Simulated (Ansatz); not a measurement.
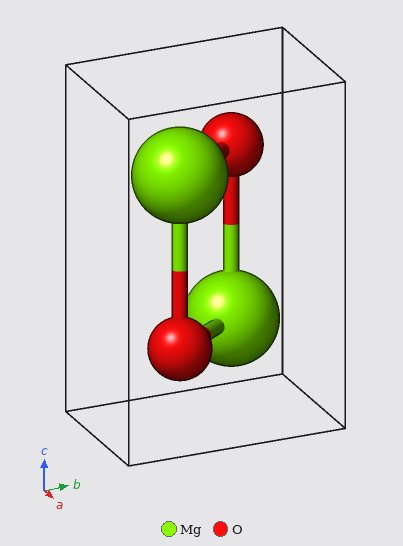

We look at a ball-and-stick model of the crystal slightly off an axis. Thin lines show the conventional unit cell, with boundary atoms drawn in all their periodic places. Cell: a = 3.52 Å, b = 3.52 Å, c = 4.24 Å, α = 90.00°, β = 90.00°, γ = 120.00°.

Starting structure: a structure listed in the Materials Project. Earlier steps of the study may have refined or changed the cell and positions. Ansatz was used for an electronic-structure calculation on it.

Q: Characterise what is shown.

A: The solid is MgO. Space group P6_3/mmc (No. 194), lattice primitive hexagonal. Atoms per cell: 4 (2 Mg, 2 O). Mg is coordinated by five O in a trigonal bipyramidal arrangement at about 2.0 to 2.1 Å. Each O is bonded to five Mg in a trigonal bipyramidal arrangement at about 2.0 to 2.1 Å. The bonds build a three-dimensional framework.

Method used: DFT LDA, scalar-relativistic, plane waves, PAW in Ansatz. It ran with E_cut = 420 eV, k-grid 6×6×6, Gaussian smearing of 0.02 eV, no spin polarisation.

Q: Predict the gap.

A: An insulator at this level, with a gap of 3.16 eV, direct.

Q: What are the atomic charges by Bader's partition?

A: Mg +1.69 e; O -1.69 e.

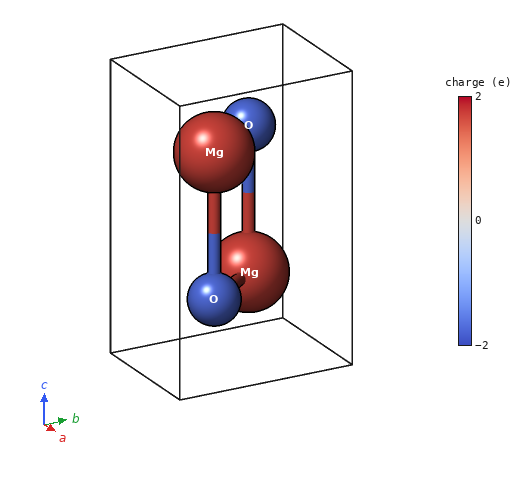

The atoms coloured by those charges. The run's cell of 4 atoms is drawn.

Q: Do the forces and the stress vanish for this geometry?

A: No. All forces vanish to within 0.01 eV/Å. The pressure is -8.0 GPa, so the cell would contract.
